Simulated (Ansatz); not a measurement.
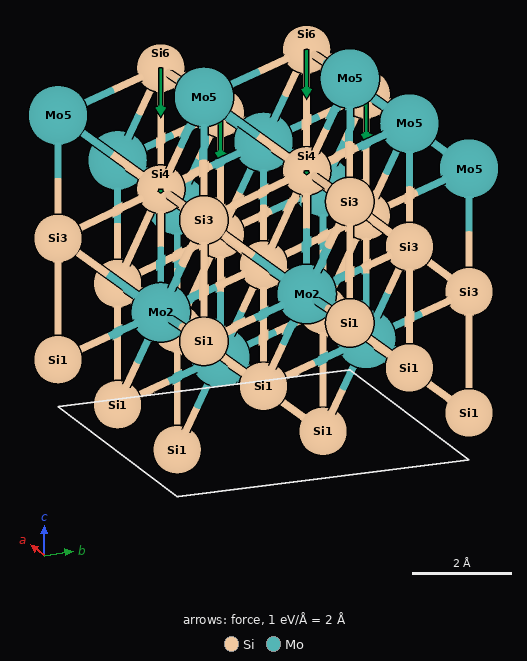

Starting geometry of a slab of composition Si$_{2}$Mo (cut from the I4/mmm phase) with the computed forces as green arrows. Style: ball-and-stick. Shown: the 2 × 2 repeat of the cell, outlined in the plane, without the vacuum, from a free direction.

Case: clean slab, lower half held. The slab is the (0 0 1) face of Si2Mo. 3 atoms are held fixed.

Computed with Ansatz 0.2.0, DFT PBEsol, scalar-relativistic, plane waves, PAW. Set-up: plane-wave cutoff 420 eV; k-point mesh 9 × 9 × 1; occupations gaussian; smearing width 0.1 eV; no spin polarisation; dipole correction; atoms relaxed in a fixed cell; force threshold 0.03 eV/Å; at most 70 steps.

> What follows when this structure is relaxed?

It isn't relaxed: the largest force vector, on Si6, is 0.54 eV/Å. The atoms end up moving mostly along the starting forces (cosine between the two patterns 0.91). Over 3 geometry steps the energy falls by 48.4 meV per cell of the calculation. The largest force component goes from 0.54 to 0.0057 eV/Å. Si6 moves most: 0.15 Å along the normal (−c). Largest moves by element: Si 0.15 Å, Mo 0.06 Å. The cell stays as it was. Near-neighbour distances that change, for instance: Si4–Si6 2.580 → 2.500 Å, Mo2–Si4 2.621 → 2.548 Å, Si3–Mo5 2.621 → 2.563 Å, Mo5–Si6 2.599 → 2.553 Å. Bond angles that change, for instance: Mo5–Si6–Mo5 120.5° → 124.2°.
